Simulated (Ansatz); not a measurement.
Consider Re.

```
Re
1.0
     2.43356    0.00000    0.00000
     0.00000    2.43356    0.00000
     0.00000    0.00000    2.43356
Re
1
Direct
  0.00000 0.00000 0.00000
```

Space group Pm-3m; set up as Re, simple cubic; a generated structure, not necessarily the stable one; changed on purpose from its base cell (volume × 0.88); computed pressure about 49 GPa in this cell; computed without spin polarisation.

All numbers below come from DFT, LDA (PW92), plane waves (420 eV) with PAW, scalar-relativistic (Ansatz 0.2.0).

Question: Predict the valence pseudo-density and electron localisation function between the atoms.

Answer: Re–Re (2.43 Å): ρ is about 0.72 e/Å³ halfway; the ELF is about 0.35 at the midpoint.

Question: Does the calculation make it a metal, or give it a gap?

Answer: It is gapless in this calculation (a metal or semimetal).

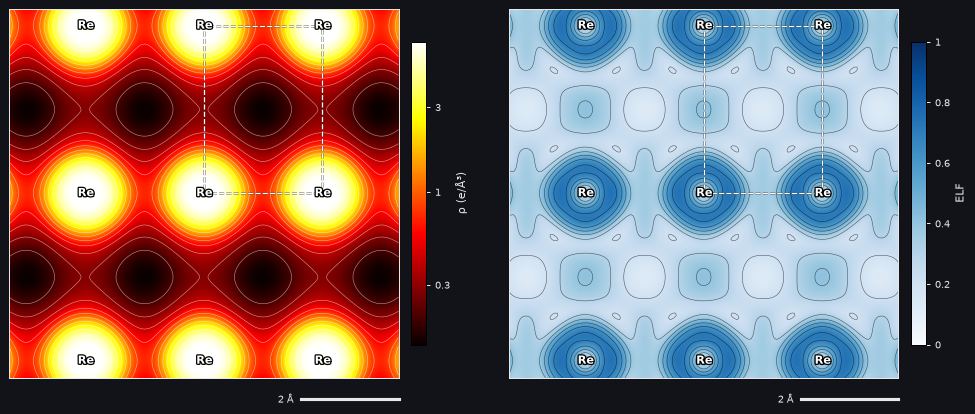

Computed valence pseudo-density and electron localisation function on the (011) plane of the conventional cell, in this order. 
